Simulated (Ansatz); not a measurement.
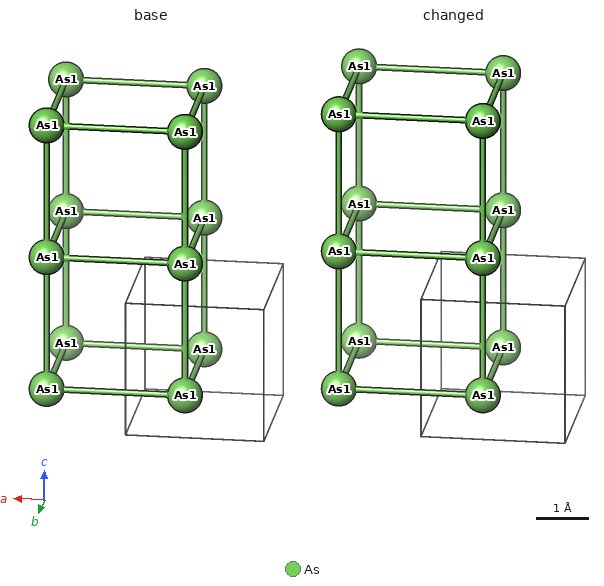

Left: a symmetric starting cell of As. Right: the same structure after one change, at the same scale. Style: ball-and-stick. Shown: the cell of the calculation, repeated 2 × 2 × 3 with one cell outlined, from a free direction.

The calculation used Ansatz, DFT PBE, scalar-relativistic, plane waves, PAW. Set-up: plane-wave cutoff 420 eV; k-point mesh 16 × 16 × 16; occupations gaussian; smearing width 0.1 eV; no spin polarisation.

> Which change leads from the left to the right?

All lengths are scaled by +4.1 % (volume +13.0 %), the atoms keeping their fractional coordinates. No relaxation follows. The starting cell wasn't computed here and needn't be at equilibrium, so pressure and forces aren't due to the change alone.

> What does the change do?

The pressure is −6.0 GPa (not all of it need come from the change, since the unchanged cell can be under pressure at this level too). All forces vanish by symmetry. Some distances before and after: As–As 2.704 → 2.816 Å. The space group stays Pm-3m (No. 221).
